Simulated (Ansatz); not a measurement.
AlRu

Input

```
crystal:
  lattice:
    - [2.9377610768, 0.0224820181, -0.0076080687]
    - [0.0224820181, 2.959438443, 0.019553168]
    - [-0.0076080687, 0.019553168, 2.9517811818]
  atoms:
    - { symbol: Al, position: [0.0563676307, 0.0579963887, -0.1296693801] }
    - { symbol: Ru, position: [0.4436323693, 0.4420036113, 0.6296693801] }
basis:
  ecutwfc: 420
kpoints:
  mp_grid: { grid: [12, 12, 12] }
hamiltonian:
  xc: lda
scf:
  occupations: { method: gaussian, width: 0.15 }
output:
  forces: true
  stress: true
  eigenvalues: true
  write_density: true
  write_potential: true
  elf: true
  volumetric_format: npy
relax:
  adjacent_minimum: "off"
  f_tol: 0.01
  max_steps: 80
  cell: { stress_tol: 0.1 }
```

Command:

```sh
ansatz run input.yaml --threads 1 --pin off --max-ram 2560MiB --backend cpu --events-out ev --progress --plain --runs-dir out
```

Below, planes, directions and counts refer to the conventional cell (a = 2.95 Å, b = 2.95 Å, c = 2.95 Å, α = 90.00°, β = 90.01°, γ = 89.99°).

The fields are those of the relaxed geometry.

Space group Pm-3m; changed on purpose from its base cell (all atoms moved at random, sigma 0.4 A a component, cell strained at random, sigma 0.01; relaxed back); computed without spin polarisation.

Method: Ansatz, DFT LDA, scalar-relativistic, plane waves, PAW.

Question: Predict the valence pseudo-density and electron localisation function between the atoms.

Answer: Al–Ru (2.56 Å): the density is about 0.38 e/Å³ at the midpoint; the ELF is about 0.40 at the midpoint.

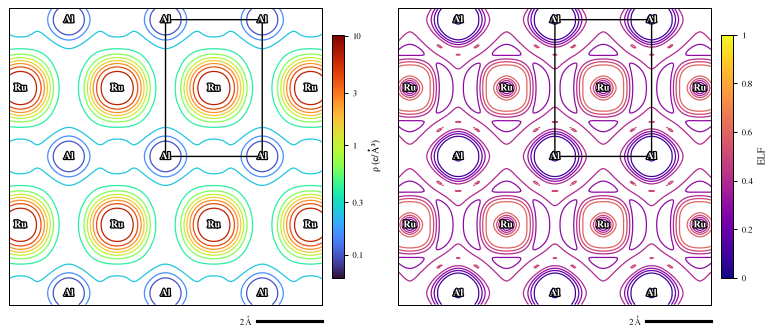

Computed valence pseudo-density and electron localisation function on the (011) plane of the conventional cell, in this order. 

In a PAW calculation such maps are meaningful between the atoms, not at the nuclei.
